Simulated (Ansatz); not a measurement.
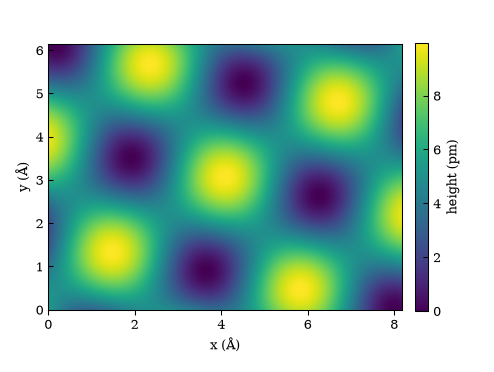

Simulated STM image (constant-current image at a set point of 3.1 × 10⁻⁵ e/Å³, sample bias +0.50 V).

Model: Tersoff–Hamann, s-wave tip, no tip–sample forces. Bias windows are sharp sums over the levels of the k mesh.

Read the surface lattice from the image: type, spacings and angle.

Answer. The pattern repeats on a square lattice with shortest vectors of 3.1 Å at 90°, a cell of 9.9 Å², with 1 maximum above 60 % of the range in each cell.

The surface:

ZnAu(100) (Pm-3m bulk, 9 atomic planes (those closer than 0.6 Å count as one), 12 Å, Zn-terminated, slab composition Zn5Au4). The brightest spots lie over the top Zn atoms; the darkest points are over the Au atoms 1.3 Å below the top plane. So weak a contrast (10 pm) depends on the k-mesh and on the tip.

Method: DFT PBEsol, scalar-relativistic, plane waves, PAW (Ansatz). Cutoff 420 eV, 16 × 16 k-points, Gaussian smearing 0.1 eV, dipole correction. The slab is a cut without reconstruction beyond its cell, at the source's lattice constants, with its lower half held fixed and the rest relaxed. No spin polarisation. Spin–orbit coupling is left out; with Au it can shift levels and gaps. The run couldn't confirm all of its levels under its output density. The run warns that the functional's potential is rough in the thin density of the vacuum, where the tip is; weak contrasts and barriers may feel it.
